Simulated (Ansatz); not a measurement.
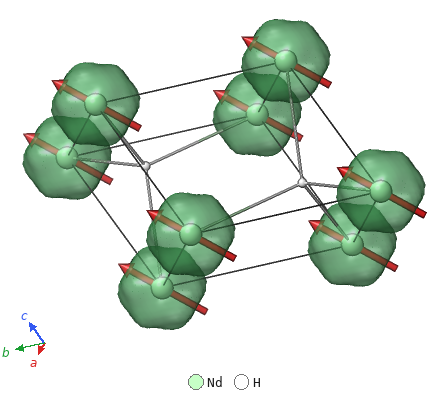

Figure 1: NdH$_{2}$. Isosurface of the size of the magnetisation density at 0.3 e/Å³ (green), with the spin moments of the magnetic sites as arrows; seen at an oblique angle.

Space group Fm-3m; computed pressure about −3 GPa in this cell; the SCF solution may not be the lowest one; no Hubbard U on the f states.

Level of theory: Ansatz, Kohn-Sham DFT of a periodic cell, LDA, spin-orbit coupling, Ansatz PAW.

In a PAW calculation such maps are meaningful between the atoms, not at the nuclei.

```xyz
3
Lattice="0.0000 2.7350 2.7350 2.7350 0.0000 2.7350 2.7350 2.7350 0.0000" Properties=species:S:1:pos:R:3 pbc="T T T"
Nd    0.0000    0.0000    0.0000
H     4.1025    4.1025    4.1025
H     1.3675    1.3675    1.3675
```

How are the spin moments arranged, and how large are they?

Spin moments: Nd 3.0 μB. There is one magnetic site in the cell, along [−1 1 1] of the cell.
